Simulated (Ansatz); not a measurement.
The compound is TiSe2 (1T sheet).

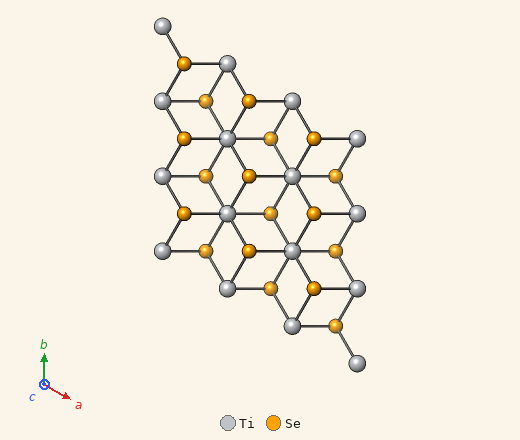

The structure (titanium light grey, selenium orange). 3×3×1 cells are drawn. Some periodic images of atoms are drawn too.

The cell holds 3 atoms: 1 Ti and 2 Se. Its edges and angles: a = 3.541 Å, b = 3.541 Å, c = 29.711 Å, α = 90.0°, β = 90.0°, γ = 120.0°. Vacuum lies along c.

```
Ti Se
1.0
     0.00000    2.50360    2.50360
     2.50360   -2.50360    0.00000
    17.15388   17.15388  -17.15388
Ti Se
1 2
Direct
  0.00000 0.00000 0.31900
  0.33333 0.66667 0.37104
  0.66667 0.33333 0.26696
```

The structure was relaxed with PBE. The structure was generated from a model, not taken from a measurement. The runs that relaxed it are not among those shown. The program's search for lower electronic states was switched off, so nothing shows that the state found is the lowest. PAW set soft_2, made with PBE.

A constrained-RPA run (Ansatz 0.2.0; non-magnetic PBE; Ti d + anion p, bands v6 to c5, 6×6×1 mesh, medium accuracy) builds 11 functions on bands 8.6 eV wide, with 12.0 electrons in the window. The bare on-site interaction is 16.9 eV and the bare J 0.58 eV.

**Question.** Estimate U, U′ and J.

On the Ti d shell, U = 9.45 eV (56 % of the bare value), U′ = 8.49 eV, J = 0.47 eV.

The parent state is non-magnetic and the interaction static (zero frequency); U depends on the window and the orbitals, so it belongs to this model alone. A window that holds the anion p bands defines a model with explicit ligands; its U belongs to that model and is not the U of DFT+U.

[Paths, hosts, dates, memory and timing lines, banners, echoed tables and standing remarks are left out of the program output.]

[Logs are printed without paths, hosts, clocks, repeated set-up lines and the standing remarks that a program may print on its own settings, such as how far it seeks lower states.]

[Runs of the session that timed out or met a known fault of the program may be left out.]

[Hosts, paths, dates, database ids (printed as entryN), source tags and the programs' standing remarks are cut or masked in the printed files.]
